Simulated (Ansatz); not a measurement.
```
Mg I
1.0
     4.12912    0.00000    0.00000
    -2.06456    3.57592    0.00000
     0.00000    0.00000   44.20651
Mg I
2 4
Direct
  0.00000 0.00000 0.19371
  0.33333 0.66667 0.34920
  0.33333 0.66667 0.23166
  0.66667 0.33333 0.15568
  0.66667 0.33333 0.38723
  0.00000 0.00000 0.31125
```

A structure generated by program, which may or may not match a known phase.

The calculation used DFT PBE+D3(BJ), scalar-relativistic, plane waves, PAW (Ansatz).

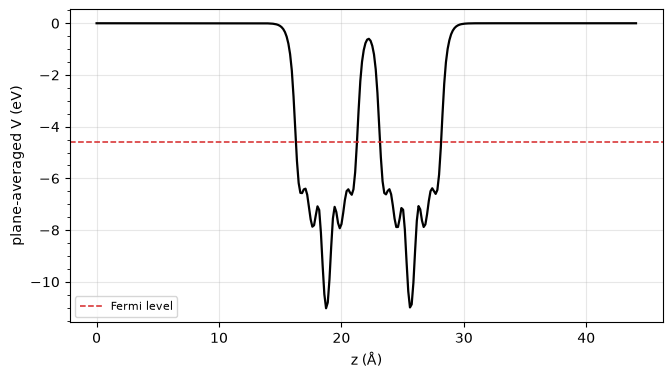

MgI₂. Plane average of the electrostatic potential (local pseudopotential plus Hartree) felt by an electron across the slab.

Q: How far above the Fermi level of the calculation is the vacuum level?

A: 4.6 eV. The slab has a gap, so the Fermi level lies inside it and this isn't a work function in the metallic sense.

Q: How thick is the slab, and how wide the vacuum?

A: The outermost nuclei are 10.2 Å apart, in 6 atomic planes; the vacuum between periodic images is 34.0 Å wide.
